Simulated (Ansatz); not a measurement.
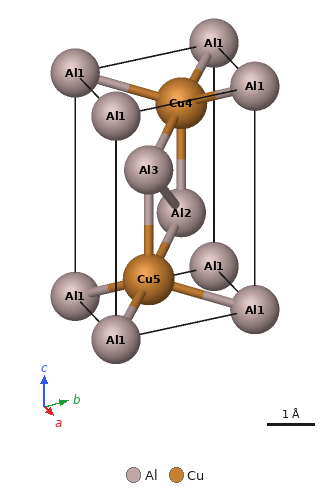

*The input geometry (ball-and-stick view of the cell of the calculation, seen slightly off an axis; atoms are numbered from 1 in the order of the input). An atom can appear more than once, as a periodic image.*

## Single-point calculation of Al3Cu2

Al3Cu2 (5 atoms in the cell), computed with DFT PBEsol, scalar-relativistic, plane waves, PAW, no spin polarisation (Ansatz 0.2.0).

The structure derives from a Materials Project entry. Figures and captions count atoms from 1; the log counts them from 0 in places.

## The program's output
```
Engine: ansatz 0.2.0, x86_64-unknown-linux-gnu
Pseudopotentials: kind: paw
Pseudopotential: Al, paw, valence charge 3, recommended cutoff 420 eV (normal), Al.paw.azcp
Pseudopotential: Cu, paw, valence charge 19, recommended cutoff 420 eV (normal), Cu.paw.azcp
Functional definition: PBEsol
  exchange = pbesol_x
  correlation = pbesol_c
Crystal: 5 atoms, lattice volume = 72.399 Å³
Basis set: ecut = 420 eV, 1397 PW (Γ), exchange–correlation on 60×60×72 points (8 copies of the dense FFT grid, shifted against one another)
Bands: 29, of which v1, the nominal top of the filled ones, is band 24 counted from 1 (23 counted from 0)
Symmetry: 12 space group operations
Space group: P-3m1 (ITA 164), of the structure as read, at distance tolerance 4.2e-5 Å
k-points: 131 of 1152
Non-local potential: Al, projectors of the file, l = 0: 2, l = 1: 2, l = 2: 1
Non-local potential: Cu, projectors of the file, l = 0: 3, l = 1: 2, l = 2: 3, l = 3: 1
PAW form: soft (Blöchl's): semilocal exchange-correlation on the pseudo side does not see the compensation charge
PAW frozen core: Al, regenerated for the run's functional, and the local potential with it (the file was generated under x = pbe(κ = 0.804, μ = 0.2195149727645171), c = pbe(β = 0.06672455060314922))
PAW frozen core: Cu, regenerated for the run's functional, and the local potential with it (the file was generated under x = pbe(κ = 0.804, μ = 0.2195149727645171), c = pbe(β = 0.06672455060314922))
PAW one-centre angular grid: Al, 110 points (default); XC on 64 Gauss nodes
PAW one-centre angular grid: Cu, 590 points (default); XC on 64 Gauss nodes
Initial density: superposition of atomic densities (neutral atoms: chi_scale 0, normalization atom), corrected by the library's trained network
Initial wavefunctions: pseudopotential atomic-orbital guess
Functional: x = pbesol(κ = 0.804, μ = 0.12345679012345678), c = pbesol(β = 0.046)
SCF iter   1: F=—  HF=-14752.052121 eV  |F-HF|=—  |Δ(HF+E_count)|=         —  Δρ=1.14e-2  dr2=5.83e-2  ethr=1.77e-3  ⟨swp⟩=6.3  Hψ=17002  notcnv=0
preconditioner: auto → Kerker (q_TF=auto, 2.539 Å⁻¹)  [metal: Δε(μ)=0.017 eV  Ē_g=7.561 eV  σ=0.100 eV  W_gap=0.10  n_scr=22 (ndim 8)  ℏωp=24.3 eV  f_vac=0.001  D(μ)=1.34/eV (n_scr^D=8)]
SCF iter   2: F=—  HF=-14752.041767 eV  |F-HF|=—  |Δ(HF+E_count)|=   1.04e-2  Δρ=1.57e-3  dr2=3.04e-3  ethr=1.24e-4  ⟨swp⟩=2.0  Hψ=6998  notcnv=0  defer=114
SCF iter   3: F=—  HF=-14752.040907 eV  |F-HF|=—  |Δ(HF+E_count)|=   8.60e-4  Δρ=1.55e-3  dr2=2.60e-3  ethr=6.47e-6  ⟨swp⟩=2.0  Hψ=4922  notcnv=0  defer=114
SCF iter   4: F=—  HF=-14752.040422 eV  |F-HF|=—  |Δ(HF+E_count)|=   4.85e-4  Δρ=6.49e-4  dr2=6.14e-4  ethr=5.53e-6  ⟨swp⟩=1.0  Hψ=3661  notcnv=0  defer=114
SCF iter   5: F=—  HF=-14752.040288 eV  |F-HF|=—  |Δ(HF+E_count)|=   1.35e-4  Δρ=1.59e-4  dr2=3.98e-5  ethr=1.31e-6  ⟨swp⟩=2.0  Hψ=4508  notcnv=0  defer=114
SCF iter   6: F=—  HF=-14752.040272 eV  |F-HF|=—  |Δ(HF+E_count)|=   1.51e-5  Δρ=4.26e-5  dr2=2.13e-6  ethr=8.46e-8  ⟨swp⟩=2.3  Hψ=5411  notcnv=0  defer=114
SCF iter   7: F=-14752.040272 eV  HF=-14752.040272 eV  |F-HF|=2.53e-8  |Δ(HF+E_count)|=   2.54e-7  Δρ=1.02e-5  dr2=6.79e-8  ethr=2.13e-10  ⟨swp⟩=9.8  Hψ=27357  notcnv=0
SCF 1 converged in 7 iterations: F = -14752.040272 eV  dr2 = 6.79e-8
  greatest PAW one-centre occupation: 1.000 electrons in one spin orbital (limit 2), on the Cu atom at site 4 (counted from 0), in its partial waves of l = 0
```

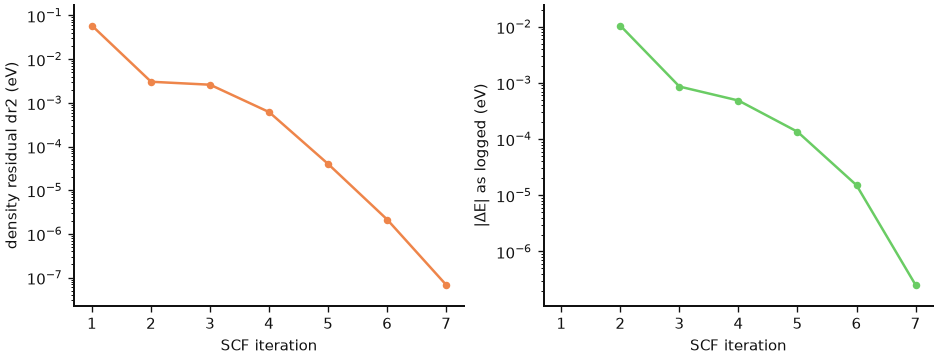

*Convergence of the self-consistent field: density residual dr2 and size of the energy change against the SCF iteration.*

The residual falls at every step.

```
SCF converged after 7 iterations
Free energy (F): -14752.040272 eV
Harris-Foulkes:  -14752.040272 eV  (|F-HF|=2.53e-8)
Internal energy: -14752.033378 eV  (E = F + TS)
E sigma→0 (E₀):  -14752.036825 eV
Entropy (-TS):   -0.006894 eV (-1.379 meV/atom)
Fermi energy:    11.264899 eV
--- Per-component energies (eV) ---
  E_band       = -931.744594
  E_kinetic    = 672.179322
  E_local      = -11608.960984  (includes V_loc(G=0)·N_el)
  E_nonlocal   = 802.987839
  E_hartree    = 5209.168524
  E_xc         = -299.386437
  E_vxc        = -322.466562  (∫ρ·V_xc dr)
  E_paw        = -4608.173649  (= ΣΔE_a)
  E_vpaw       = -893.830274  (= ΣTr[D̂ρ^β])
  E_aug_tail   = 0.000494  (compensation charges beyond the density's cutoff)
  E_ewald      = -4920.318308
  E_core_change = 0.469821  (= ΣΔE_core)
  E_smearing   = -0.006894  (= −TS)
  E_closure    = -0.000000  (closes the sum)
  Σ components = -14752.040272   (vs F -14752.040272, Δ=0.00e0)
--- Forces (eV/Å), atoms counted from 1 ---
  atom   1  Al     0.00000000     0.00000000     0.00000000
  atom   2  Al    -0.00000000    -0.00000000     0.02720677
  atom   3  Al    -0.00000000     0.00000000    -0.02720677
  atom   4  Cu     0.00000000    -0.00000000     0.06213036
  atom   5  Cu    -0.00000000     0.00000000    -0.06213036
  max |Σ_I F_I| component: 8.10e-18 eV/Å
--- Stress (GPa, compression-positive) ---
        0.299416       0.000000      -0.000000
        0.000000       0.299416      -0.000000
       -0.000000       0.000000      -0.201699
  P = ⅓ Tr σ = 0.1324 GPa (1.324 kbar)
--- Band table (eV; the first three rows and the last of 131) ---
  k-point 0: bands = ["-102.7257", "-102.7244", "-60.2418", "-60.2359", "-60.2325", "-60.2325", "-60.2260", "-60.2260", "-0.0217", "4.8151", "5.3600", "5.9279", "5.9279", "6.2887", "6.2887", "6.7745", "6.7745", "7.1755", "7.1755", "7.6045", "7.6510", "11.0926", "11.0926", "12.6310", "12.6310", "13.8043", "14.1698", "16.5869", "16.5869"]
  k-point 1: bands = ["-102.7257", "-102.7244", "-60.2418", "-60.2360", "-60.2325", "-60.2325", "-60.2260", "-60.2260", "0.0668", "4.2426", "5.5846", "5.9145", "5.9145", "6.2804", "6.2804", "6.7965", "6.7965", "7.1362", "7.1753", "7.1753", "8.6434", "11.1930", "11.1930", "12.6800", "12.6800", "13.8261", "14.2222", "15.7717", "15.7717"]
  k-point 2: bands = ["-102.7257", "-102.7244", "-60.2418", "-60.2360", "-60.2325", "-60.2325", "-60.2260", "-60.2260", "0.3256", "3.3329", "5.7554", "5.8847", "5.8847", "6.2589", "6.2589", "6.8541", "6.8541", "6.9580", "7.1690", "7.1690", "10.0770", "11.4876", "11.4876", "12.8088", "12.8088", "13.8885", "14.3666", "14.7381", "14.7381"]
  k-point 130: bands = ["-102.7251", "-102.7251", "-60.2403", "-60.2403", "-60.2335", "-60.2279", "-60.2279", "-60.2252", "4.4399", "4.5660", "4.5660", "4.9754", "4.9754", "5.8168", "6.4964", "6.4964", "6.5179", "6.8606", "7.1451", "7.1451", "7.4395", "7.4923", "7.4923", "8.8493", "16.0136", "16.3983", "16.3983", "17.2549", "17.2549"]
--- Löwdin populations: 5 sites ---
  site symbol       q [e]
     0     Al      3.4357
     1     Al      3.2977
     2     Al      3.2977
     3     Cu     18.3066
     4     Cu     18.3066
  spilling = 0.007571 (of n_electrons = 47.000000)
```

## File populations.tsv
```
# site	symbol	l	j	q
# orbitals = lowdin
# n_electrons = 47.000000
# spilling = 0.007571
0	Al	0_3S	-	0.956356
0	Al	1_3P	-	2.479310
1	Al	0_3S	-	0.917714
1	Al	1_3P	-	2.379941
2	Al	0_3S	-	0.917714
2	Al	1_3P	-	2.379941
3	Cu	0_3S	-	1.983488
3	Cu	0_4S	-	0.626544
3	Cu	1_3P	-	5.996448
3	Cu	2_3D	-	9.700113
4	Cu	0_3S	-	1.983488
4	Cu	0_4S	-	0.626544
4	Cu	1_3P	-	5.996448
4	Cu	2_3D	-	9.700113
```

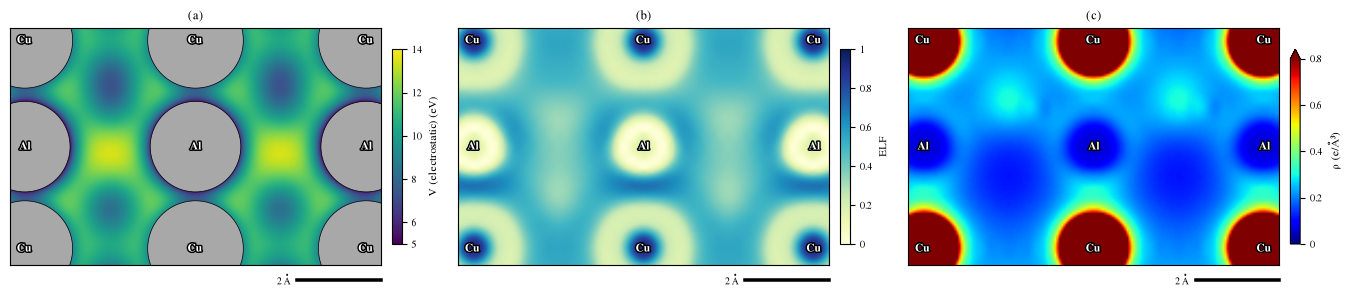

*(a) electrostatic potential (local pseudopotential plus Hartree) felt by an electron; (b) ELF; (c) valence electron density on the (010) plane of the conventional cell. Grey discs, where drawn, cover atomic cores.*

Atoms in the plane: Al and Cu. Al–Cu (2.44 Å): ρ is about 0.33 e/Å³ halfway; the ELF peaks at about 0.70 between the atoms. Al–Cu (2.55 Å): ρ is about 0.26 e/Å³ halfway; the ELF is about 0.35 at the midpoint, as expected for nearly free electrons, as in a simple metal. Away from the nuclei the density in this plane falls to 0.12 e/Å³ at its lowest. The strong features right at Cu lie inside the PAW spheres (semicore, d or f shells) and say nothing about bonding. Outside the cores the potential energy rises away from the atoms and is highest about 1.6 Å from the nearest atoms; outside the discs it spans about 8 eV, and its zero is arbitrary. In a PAW calculation such maps are meaningful between the atoms, not at the nuclei.

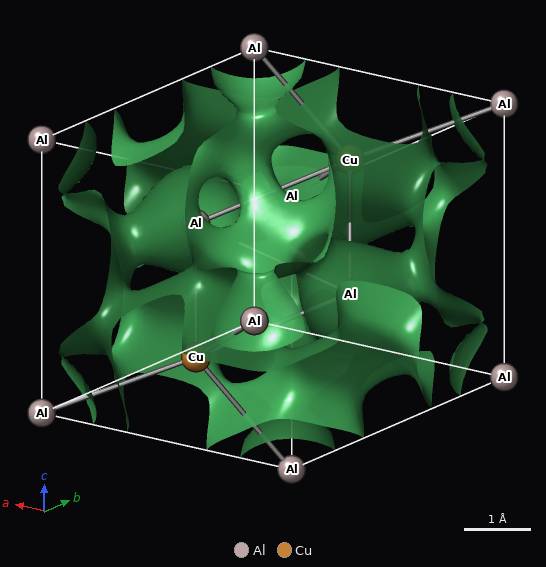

*Isosurface of the ELF at 0.45 (green), seen at an oblique angle. Core shells and regions of very low density are left out. Sticks mark near contacts. The outline is the cell set on symmetry axes.*

The ELF exceeds this value in one network that runs through the whole crystal, counted in one cell of 5 atoms.  Values along the shortest contacts: Al–Cu (2.44 Å): the ELF peaks at about 0.70 between the atoms. Al–Al (2.80 Å): the ELF peaks at about 0.70 between the atoms.

The run was set up as follows.

## The input
```yaml
crystal:
  lattice:
    - [4.0919516368, 0.0, 0.0]
    - [-2.0459758184, 3.5437340685, 0.0]
    - [0.0, 0.0, 4.9927787]
  atoms:
    - { symbol: Al, position: [0.0, 0.0, 0.0] }
    - { symbol: Al, position: [0.33333333, 0.66666667, 0.34992535] }
    - { symbol: Al, position: [0.66666667, 0.33333333, 0.65007465] }
    - { symbol: Cu, position: [0.33333333, 0.66666667, 0.83951213] }
    - { symbol: Cu, position: [0.66666667, 0.33333333, 0.16048787] }
basis:
  ecutwfc: 420
kpoints:
  mp_grid: { grid: [12, 12, 8] }
hamiltonian:
  xc: pbesol
scf:
  occupations: { method: gaussian, width: 0.1 }
output:
  forces: true
  stress: true
  eigenvalues: true
  populations: true
  write_density: true
  write_potential: true
  elf: true
  volumetric_format: npy
```

Launched with:
```bash
ansatz run input.yaml --threads 1 --pin off --max-ram 2560MiB --backend cpu --events-out ev --progress --plain --runs-dir out
```

## Summary

```csv
quantity,value
outcome,converged
space group (tolerance 0.01 Å),P-3m1 (164)
electrons treated,47
free energy,−14752.0403 eV
Fermi energy,11.265 eV
gap on the k-point mesh,none (metallic)
pressure,0.13 GPa
largest force (length of the vector),0.062 eV/Å
hardware,"1 thread of Intel Xeon @ 2.70GHz, 189 GiB of memory available, shared host"
wall time,18 s
peak memory,0.49 GiB
```
